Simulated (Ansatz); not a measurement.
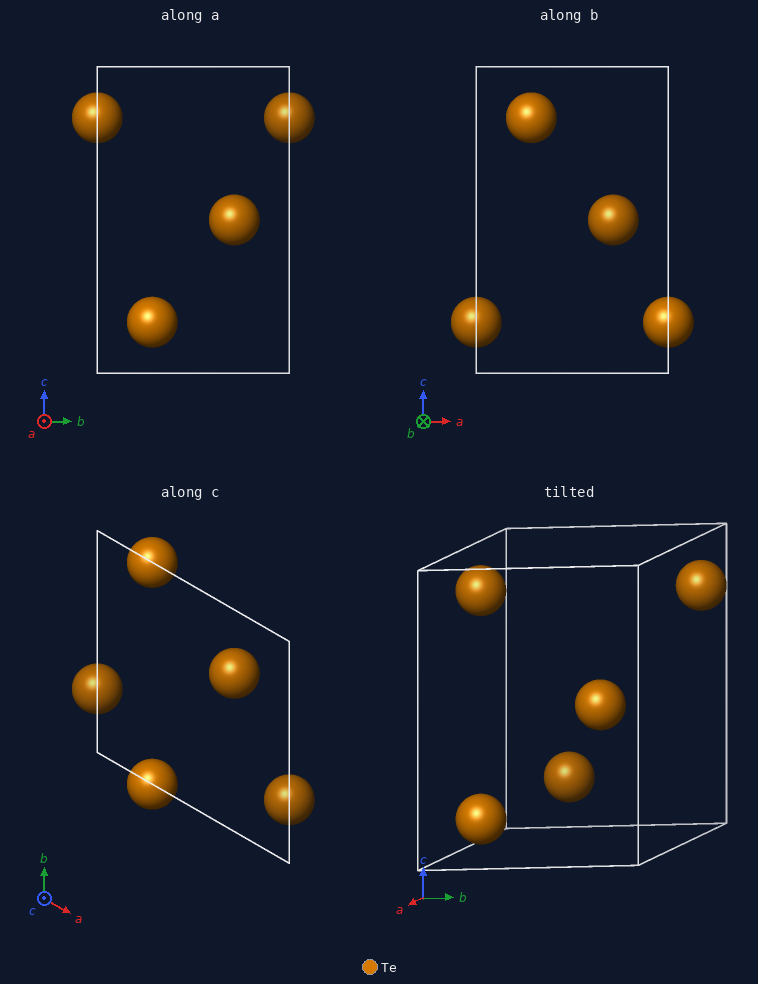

Crystal structure, ball-and-stick style, seen along the a axis, along the b axis, along the c axis and slightly off an axis. The conventional unit cell is drawn as a box.

Lattice parameters: a = 4.282 Å, b = 4.282 Å, c = 5.919 Å, α = 90.00°, β = 90.00°, γ = 120.00°.

> Record the structure as a table of Wyckoff sites, with free fractional coordinates to two decimals.

Space group P3_121 (No. 152).
| atom | site | x | y | z |
| --- | --- | --- | --- | --- |
| Te | 3b | 0.29 | 0.00 | 0.8333 |

The model was built from a structure type known for this element. The final geometry of a relaxation with DFT LDA, scalar-relativistic, plane waves, PAW in Ansatz 0.2.0 is shown.
